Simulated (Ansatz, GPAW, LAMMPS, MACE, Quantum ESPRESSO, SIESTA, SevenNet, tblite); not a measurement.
# Which run comes nearest? Glassy 39BaO-61TiO2 (mol %) (94 atoms)

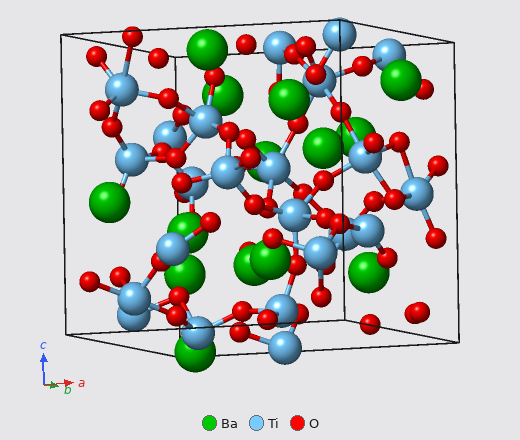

The cell (barium green, titanium blue, oxygen red). Bonds to atoms that aren't drawn are left out. Some periodic images of atoms are drawn too.

Density of this cell: 4.47 g/cm³. The cell holds 94 atoms: 14 Ba, 22 Ti and 58 O. Its edges and angles: a = 11.321 Å, b = 11.321 Å, c = 11.321 Å, α = 90.0°, β = 90.0°, γ = 90.0°. 94 atoms (14 Ba, 22 Ti, 58 O) placed at random at 4.7 g/cm³, melted at 4000 K for 10 ps at fixed volume with the Morse and Coulomb pair potential with partial charges (Pedone, Malavasi, Menziani, Cormack and Segre, J. Phys. Chem. B 110, 11780 (2006)). Quenched from 4000 K to 300 K at 50 K/ps and fixed volume, held 10 ps at zero pressure, then minimised at fixed cell.

Geometry: as built.

The reference, a calculation:

- method: Kohn-Sham DFT, PBE, PAW, plane waves (Ansatz 0.2.0); cutoff 420 eV, Γ point, fermi-dirac smearing of 0.05 eV; PAW set soft_2
- r.m.s. force component: 0.7246 eV/Å
- longest force: 2.6 eV/Å
- pressure: 2.931 GPa
- gap (highest filled to lowest empty level): 2.473 eV
- SCF cycles: 12
- time: 39 s on 4 threads of Arm Neoverse V1, shared host
- CPU time: 2.4 min

Runs, in no order:
A. QE PBE, sssp-1.3.0-efficiency, 60/480 Ry: Kohn-Sham DFT, PBE, SSSP efficiency 1.3.0 pseudopotentials, plane waves
B. SIESTA PBE, DZ, shift 0.01 Ry, mesh 500 Ry: Kohn-Sham DFT, PBE, PseudoDojo 0.4.1 norm-conserving pseudopotentials (converted to PSML), numerical atomic orbitals (DZ), diagonalisation
C. MACE MP-0b3 medium potential: machine-learned interatomic potential MACE MP-0b3 medium, trained on PBE(+U) plane-wave data
D. GPAW PBE, LCAO dzp, h 0.18 Å: Kohn-Sham DFT, PBE, PAW, atomic orbitals (dzp)
E. SIESTA PBE, SZ, shift 0.02 Ry, mesh 500 Ry: Kohn-Sham DFT, PBE, PseudoDojo 0.4.1 norm-conserving pseudopotentials (converted to PSML), numerical atomic orbitals (SZ), diagonalisation

Q: Order them from the smallest to the largest r.m.s. force difference.

A, C, D, B, E.

| run | Δ force, r.m.s. (meV/Å) | share of r.m.s. force (%) | CPU time |
| --- | --- | --- | --- |
| A. QE PBE, sssp-1.3.0-efficiency, 60/480 Ry | 19.7 | 2.71 | 43 min |
| C. MACE MP-0b3 medium potential | 96.0 | 13.2 | 9.3 s |
| D. GPAW PBE, LCAO dzp, h 0.18 Å | 158 | 21.8 | 20 min |
| B. SIESTA PBE, DZ, shift 0.01 Ry, mesh 500 Ry | 270 | 37.3 | 3.7 min |
| E. SIESTA PBE, SZ, shift 0.02 Ry, mesh 500 Ry | 578 | 79.7 | 2.4 min |

Machine-learned potentials mimic data converged in k, so the reference's own k-point error enters their differences. The network of bonds at the start is that of the classical potential that made the cell, and needn't be the one that DFT or experiment would give. The electronic-structure runs sample only Γ, in a cell whose shortest periodic width is 11 Å.

[Hosts, paths, dates, database ids (printed as entryN), source tags and the programs' standing remarks are cut or masked in the printed files.]
